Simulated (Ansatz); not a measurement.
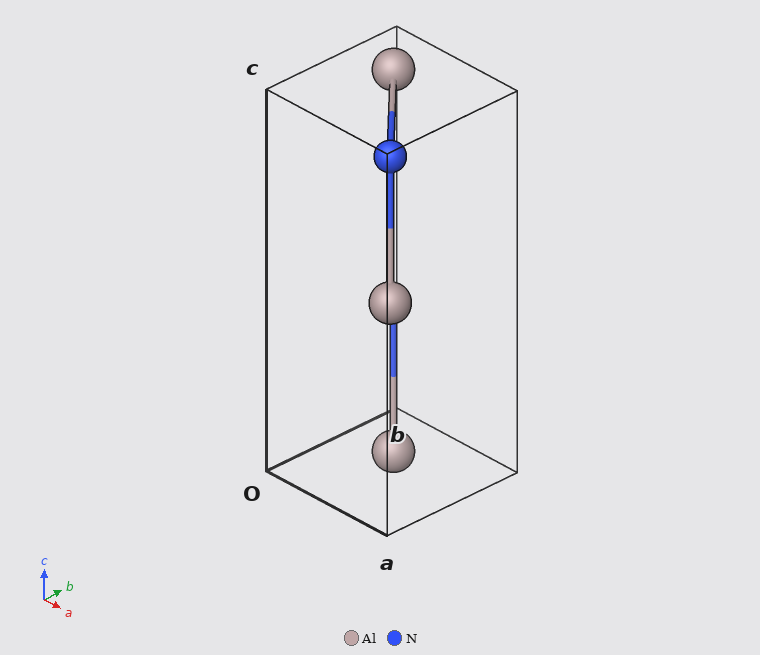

Crystal: AlN, the geometry relaxed at fixed volume with DFT PBE, scalar-relativistic, plane waves, PAW in Ansatz 0.2.0. One unit cell is drawn above. All values are computed from the atomic coordinates in the standard setting (tolerance 0.002 Å).

```yaml
crystal:
  lattice:
    - [3.04101, 0.00000, 0.00000]
    - [-1.52050, 2.63359, 0.00000]
    - [0.00000, 0.00000, 4.83827]
  atoms:
    - { symbol: Al, position: [0.33333, 0.66667, 0.99818] }
    - { symbol: Al, position: [0.66667, 0.33333, 0.49818] }
    - { symbol: N, position: [0.33333, 0.66667, 0.38182] }
    - { symbol: N, position: [0.66667, 0.33333, 0.88182] }
```

Question: What is its point group?

Answer: 6mm (C6v), order 12, hexagonal system: one sixfold axis, six mirror planes.

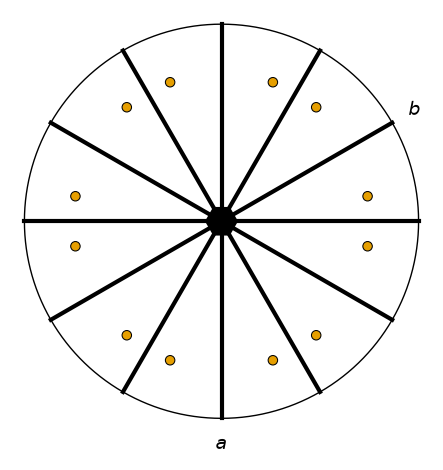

Stereographic projection: filled dots lie in the upper hemisphere, open rings in the lower; heavy lines are mirror planes (a heavy rim: a mirror in the plane of the page); lens, triangle, square and hexagon are 2-, 3-, 4- and 6-fold axes, a lens in an open square is −4, a triangle in an open hexagon −6; thin dashed diameters join the ends of axes that lie in the page; a small open circle marks inversion. The poles are one general form. The c axis points at the viewer.

Question: What does this class allow?

Answer: Class 6mm is not centrosymmetric; polar, so pyroelectricity and piezoelectricity are allowed; it is not chiral. Its Laue class is 6/mmm.
